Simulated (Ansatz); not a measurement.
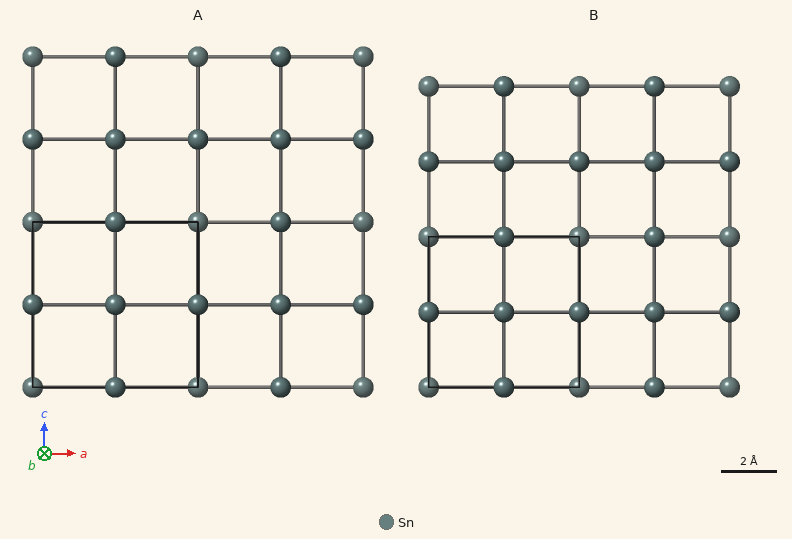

Two geometries of solid Sn (a generated structure, set up in Pm-3m) (coarse preliminary run), drawn at one scale. One is the start of a relaxation, the other its converged end. The picture is a ball-and-stick view of the cell of the calculation, repeated 2 × 1 × 2 with one cell outlined, seen along the b axis.

Method: DFT PBE, scalar-relativistic, plane waves, PAW in Ansatz 0.2.0. Settings: plane-wave cutoff 420 eV; k-point mesh 4 × 4 × 4; occupations gaussian; smearing width 0.1 eV; no spin polarisation; cell and atoms relaxed; force threshold 0.04 eV/Å; at most 70 steps.

> Which one is relaxed?

Structure A is the relaxed one. After 4 accepted moves (5 points after the start) the energy has fallen by 2.838 eV per cell of the calculation. All forces vanish by symmetry, so only the cell relaxes. The pressure goes from 21.10 to 0.05 GPa. At 1 point the geometry stayed and the basis and grid were re-selected for the new cell (energy shift of 15.7 meV per cell of the calculation at most each time). The atoms keep their places relative to the cell (all moves are under 0.005 Å). The drawn cell changes as follows: a = b = c 5.560 → 6.108 Å (+9.9 %); the volume changes by +32.6 %. Among the contacts that change: Sn–Sn 2.780 → 3.054 Å. The space group stays Pm-3m (No. 221). The run took 47 s on 1 thread of Arm Neoverse V1, on a shared host, peak memory 0.48 GiB.
